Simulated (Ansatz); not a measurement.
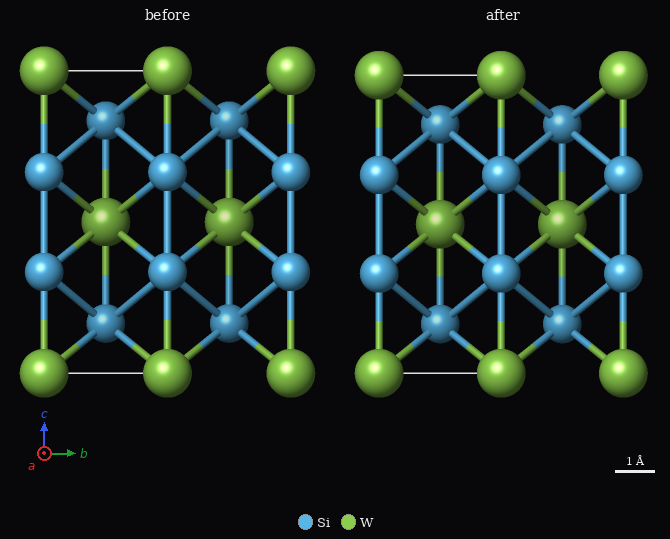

The structure of solid Si2W (a generated structure, set up in I4/mmm) before (left) and after (right) a relaxation, at one scale.

The picture is a ball-and-stick view of the conventional cell (2 times the calculation's cell), repeated 1 × 2 × 1 with one cell outlined, seen along the a axis. Lengths and directions refer to the drawn axes.

Case: Mo → W on all its sites, cell and atoms relaxed.

Method: Ansatz, DFT PBEsol, scalar-relativistic, plane waves, PAW.

The input:
```yaml
crystal:
  lattice:
    - [-1.6176298612, 1.6176298612, 3.9660896614]
    - [1.6176298612, -1.6176298612, 3.9660896614]
    - [1.6176298612, 1.6176298612, -3.9660896614]
  atoms:
    - { symbol: Si, position: [0.3350596647, 0.3350596647, 0.0] }
    - { symbol: Si, position: [0.6649403353, 0.6649403353, 0.0] }
    - { symbol: W, position: [0.0, 0.0, 0.0] }
basis:
  ecutwfc: 420
kpoints:
  mp_grid: { grid: [18, 18, 18] }
hamiltonian:
  xc: pbesol
scf:
  occupations: { method: gaussian, width: 0.1 }
output:
  forces: true
  stress: true
  eigenvalues: true
relax:
  adjacent_minimum: "off"
  f_tol: 0.01
  max_steps: 60
  cell: { stress_tol: 0.1 }
```

Command:
```bash
ansatz run input.yaml --threads 1 --pin off --max-ram 2560MiB --backend cpu --events-out ev --progress --plain --runs-dir out
```

Describe what moved and what it gained.

No atom moves by more than 0.005 Å relative to the cell. Cell: a = b 3.235 → 3.202 Å (−1.0 %), c 7.932 → 7.817 Å (−1.5 %). Volume −3.4 %. Among the contacts that change: Si1–W3 2.658 → 2.615 Å, Si1–Si2 2.656 → 2.622 Å, W3–W3 3.235 → 3.202 Å, Si1–Si2 (another image) 2.617 → 2.586 Å. The space group stays I4/mmm (No. 139). The energy falls by 12.1 meV per atom in 3 accepted moves (4 points after the start). The largest force component goes from 0.016 to 0.0058 eV/Å. The pressure goes from −7.65 to −0.02 GPa. At 1 point the geometry stayed and the basis and grid were re-selected for the new cell (energy shift of 0.1 meV per atom at most each time).
